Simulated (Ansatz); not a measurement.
PbS. A set of calculations on one system.

Space group R3m. The cell comes from a database of computed structures, not from a measurement.

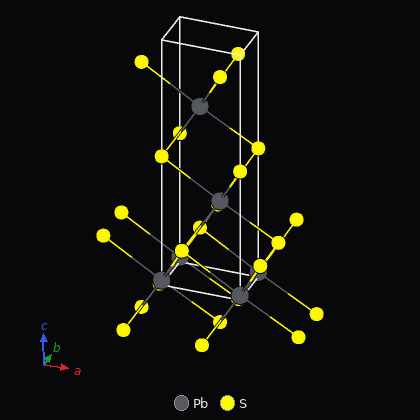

The conventional cell.

Input file:

```
crystal:
  lattice:
    - [2.1126617058, 1.2197458045, 3.4519162518]
    - [-2.1126617058, 1.2197458045, 3.4519162518]
    - [0.0, -2.4394916091, 3.4519162518]
  atoms:
    - { symbol: Pb, position: [0.98056578, 0.98056578, 0.98056578] }
    - { symbol: S, position: [0.47503555, 0.47503555, 0.47503555] }
basis:
  ecutwfc: 420
  fft_grid_basis: typed
kpoints:
  mp_grid: { grid: [9, 9, 9] }
hamiltonian:
  xc: pbe
scf:
  occupations: { method: gaussian, width: 0.05 }
output:
  forces: true
  stress: true
  eigenvalues: true
  bader: true
  write_density: true
  volumetric_format: npy
  elf: true
```

Run with:

```sh
ansatz run input.yaml --threads 1 --pin off --max-ram 2560MiB --backend cpu --events-out ev --progress --plain --runs-dir out
```

The picture shows the conventional cell (a = 4.23 Å, b = 4.23 Å, c = 10.36 Å, α = 90.00°, β = 90.00°, γ = 120.00°).

Computed with DFT PBE, scalar-relativistic, plane waves, PAW in Ansatz 0.2.0.

Core electrons are frozen (PAW), so the maps are meaningful between the atoms, not at the nuclei.

### 1. Bonding charge

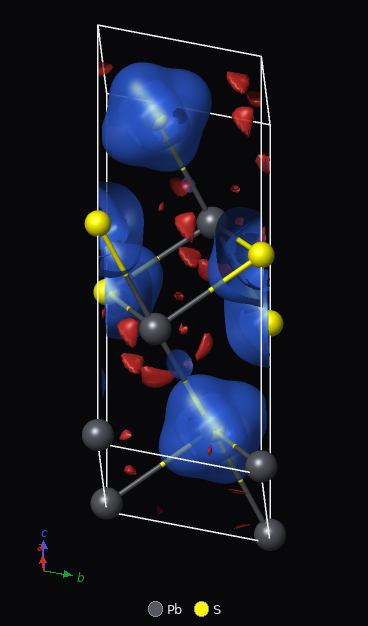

Bonding charge density, ρ(crystal) − Σ ρ(neutral atoms): blue surfaces at +0.03 and red ones at −0.03 e/Å³, in the conventional cell seen at an oblique angle (the regions close to the nuclei are left out). Cores are masked to 0.9 Å (Pb) and 0.7 Å (S).

Q: Describe the bonding charge.

A: Pb–S (2.96 Å): Δρ is +0.02 e/Å³ at the midpoint. Over the whole cell, outside the masked cores, the largest gain, 0.06 e/Å³, lies 1.0 Å from a sulfur nucleus, and the largest loss, 0.03 e/Å³, lies 1.2 Å from a lead nucleus. The rearranged charge, half the integral of |Δρ|, is about 0.21 e an atom. Bader charges: Pb +1.00 and S −1.00 e.

### 2. One group of states

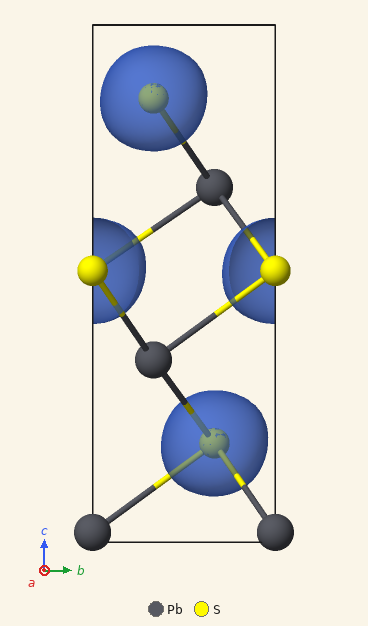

*Density of the Kohn–Sham states from −4.8 to −3.1 eV about the valence-band maximum (the lower third of the upper valence band), scaled to one electron a cell: blue surface at 0.04 1/Å³, in the conventional cell seen along the a axis.*

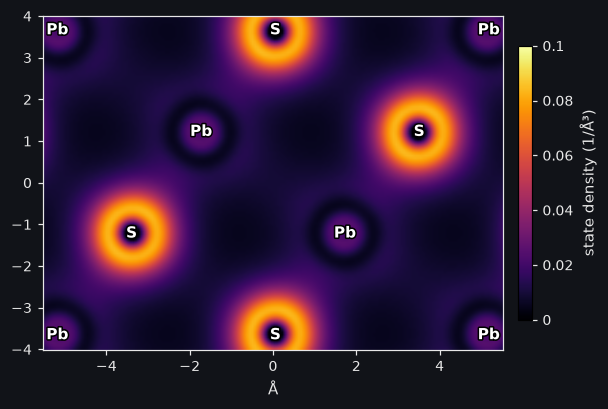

The same field as a map on the (110) plane of the conventional cell.

Q: Which atoms and orbitals make up these states?

A: Projected on a minimal set of atomic orbitals (Löwdin), they are S 3p (60 %) and Pb 6p (35 %). In space (atomic cells sized by Bader volumes) the density divides as S about 70 % and Pb about 30 %.

### 3. Moving an atom

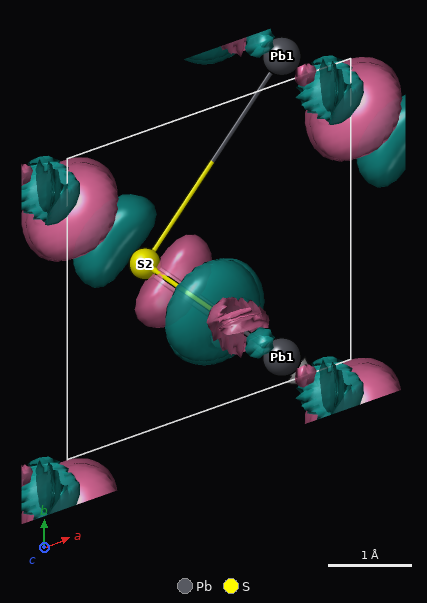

S2 was moved by 0.10 Å along [1 −1 0] in the axes of the cell drawn (arrow, not to scale). Change of the density less the rigid motion of the neutral atom's own density: teal surfaces at +0.006 and pink ones at −0.006 e/Å³, in the cell of the calculation (origin moved) seen along the c axis.

Q: Describe the electronic response.

A: About 0.06 e is rearranged in the cell. Outside the cores the largest gain, 0.012 e/Å³, lies 1.3 Å from a sulfur nucleus and 1.6 Å from a lead one, and the largest loss, 0.011 e/Å³, lies 1.3 Å from a sulfur nucleus and 1.7 Å from a lead one.

Q: How much does the computed force on the atom change?

A: The force on it changes by 0.05 eV/Å along the move, against it: a stiffness of about 0.48 eV/Å² for this sublattice shift.

### 4. Change of volume

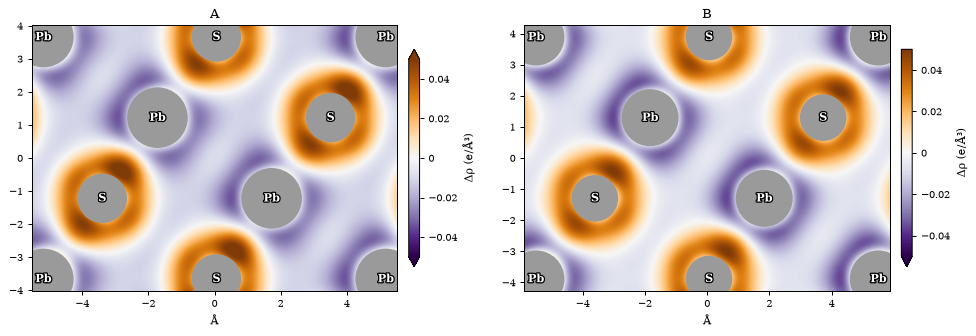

PbS: deformation density on the (110) plane of the conventional cell at two volumes, with the same fractional coordinates and one colour scale. Grey discs cover the cores.

Q: Which panel is the larger cell, by how much, and what changes?

A: B is the larger cell: B has 120 % of the volume of A. From A to B, Pb–S goes from 2.96 to 3.14 Å, and Δρ at its midpoint from +0.02 to +0.019 e/Å³. The pressure is 0.9 GPa in A and −6.1 GPa in B. Bader charges in A: Pb +1.00 and S −1.00 e; in B: Pb +1.03 and S −1.03 e. The rearranged charge is 0.21 e an atom in A and 0.24 e in B.

### 5. Putting it together

Charge passes from Pb (Pauling electronegativity 2.33) to S (2.58), the direction that the scale predicts; the Bader charges fall short of whole formal charges, as they usually do. The two pressures give a mean stiffness −ΔP/Δln V of about 38 GPa over this range, with the atoms held at their fractional positions.

Run times: 15 s (base cell), 4.6 s (state densities), 29 s (moved atom) and 13 s (scaled cell), on 1 thread of Intel(R) Xeon(R) Platinum 8488C (Sapphire Rapids), with other jobs on the host.
